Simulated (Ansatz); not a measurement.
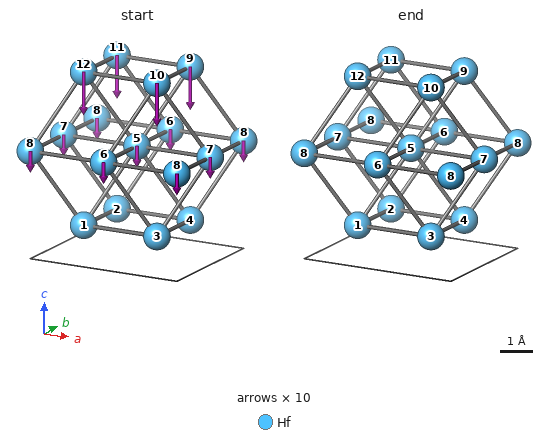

The structure of a slab of composition Hf (cut from the Im-3m phase) before (left) and after (right) a constrained relaxation, at one scale. The purple arrows give the displacements, 10 times their true length.

A ball-and-stick model of the cell of the calculation, outlined in the plane, without the vacuum, seen slightly off an axis.

Case: clean slab, lower planes held. The slab is the (1 1 0) face of Hf. 4 atoms are held fixed.

Computed with Ansatz 0.2.0, DFT PBE+D3(BJ), scalar-relativistic, plane waves, PAW. (plane-wave cutoff 420 eV; k-point mesh 3 × 3 × 1; occupations gaussian; smearing width 0.1 eV; no spin polarisation; dipole correction; atoms relaxed in a fixed cell; force threshold 0.03 eV/Å; at most 70 steps)

Q: Summarise the run.

A: The largest moves, 0.14 Å, are those of Hf9, Hf10, Hf11 and Hf12. Hf9 goes along the normal (−c). The cell doesn't change. Some distances before and after: Hf1–Hf5 3.035 → 2.978 Å, Hf1–Hf6 3.505 → 3.455 Å. Over 2 accepted moves (3 points after the start) the energy falls by 75.0 meV per cell of the calculation. The largest force component goes from 0.27 to 0.0041 eV/Å. 1 step only repeated the SCF at the same geometry.
